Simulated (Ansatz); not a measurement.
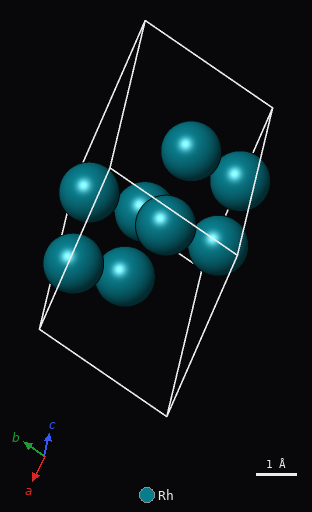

Starting structure of solid Rh (set up in P1). The picture is a spheres-only view of the cell of the calculation, reduced to other axes, seen from a free direction. Lengths and directions refer to the drawn axes.

Case: all atoms moved at random, sigma 0.1 Å for each component, cell strained at random, sigma 0.01; relaxed back.

These are results of Ansatz 0.2.0, DFT LDA, scalar-relativistic, plane waves, PAW, not measurements.

The input:
```yaml
crystal:
  lattice:
    - [1.3383507294, 2.319781232, -4.3273837414]
    - [1.3440709379, 2.3434434439, 4.3418873909]
    - [2.6814136001, -4.6626426681, -0.0109509236]
  atoms:
    - { symbol: Rh, position: [0.9322972388, 0.7003660165, 0.6461262139] }
    - { symbol: Rh, position: [0.9415452385, 0.7073676349, 0.1852684022] }
    - { symbol: Rh, position: [0.4633148112, 0.2152673115, 0.6535381993] }
    - { symbol: Rh, position: [0.4548794879, 0.2317750552, 0.1700727344] }
    - { symbol: Rh, position: [0.0498174742, 0.2880643549, 0.3644447959] }
    - { symbol: Rh, position: [0.0525725569, 0.2873155389, 0.8157526074] }
    - { symbol: Rh, position: [0.5932668989, 0.7830858527, 0.344301244] }
    - { symbol: Rh, position: [0.5123062935, 0.7867582353, 0.820495803] }
basis:
  ecutwfc: 420
kpoints:
  mp_grid: { grid: [8, 8, 8] }
hamiltonian:
  xc: lda
scf:
  occupations: { method: gaussian, width: 0.15 }
output:
  forces: true
  stress: true
  eigenvalues: true
relax:
  adjacent_minimum: "off"
  f_tol: 0.01
  max_steps: 80
  cell: { stress_tol: 0.1 }
```

Launched with:
```bash
ansatz run input.yaml --threads 2 --pin off --max-ram 5120MiB --backend cpu --events-out ev --progress --plain --runs-dir out
```

Question: Predict the outcome.

Answer: Over 5 accepted moves (6 points after the start) the energy falls by 264 meV per atom. Largest force component: 7 eV/Å at the start, 0.0017 eV/Å at the end. The pressure goes from 7.05 to −0.01 GPa. At 1 point the geometry stayed and the basis and grid were re-selected for the new cell (energy shift of 0.2 meV per atom at most each time). Rh7 moves most relative to the cell: 0.28 Å along [3 −2 −1]. The volume changes by −2.0 %, with a 5.089 → 5.065 Å (−0.5 %), b 5.114 → 5.065 Å (−0.9 %), c 5.364 → 5.337 Å (−0.5 %). Near-neighbour distances that change, for instance: Rh2–Rh7 3.013 → 2.648 Å, Rh2–Rh7 (another image) 2.291 → 2.648 Å, Rh1–Rh7 2.310 → 2.646 Å, Rh4–Rh7 2.980 → 2.648 Å. The space group (tolerance 0.01 Å) goes from P1 (No. 1) to P6_3/mmc (No. 194).

Step by step:

| step | E − E(0), meV/atom | largest force component, eV/Å | pressure, GPa | volume, Å³/atom | note |
| --- | --- | --- | --- | --- | --- |
| 0 | 0.00 | 6.9731 | 7.05 | 13.552 |  |
| 1 | -237.15 | 1.5240 | 10.43 | 12.901 |  |
| 2 | -262.11 | 0.0232 | -0.97 | 13.324 |  |
| 3 | -264.07 | 0.0076 | 0.20 | 13.267 |  |
| 4 | -264.10 | 0.0009 | -0.15 | 13.281 |  |
| 5 | -264.11 | 0.0017 | 0.00 | 13.275 |  |
| 6 | -263.96 | 0.0017 | -0.01 | 13.275 | same geometry, new basis |

After the run, drawn alike:

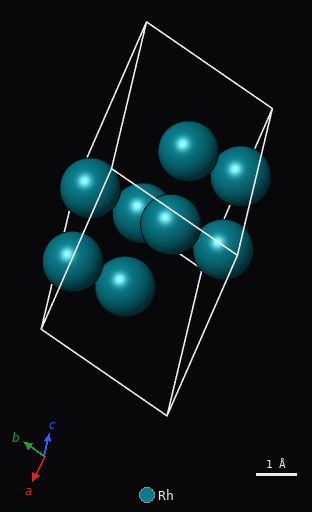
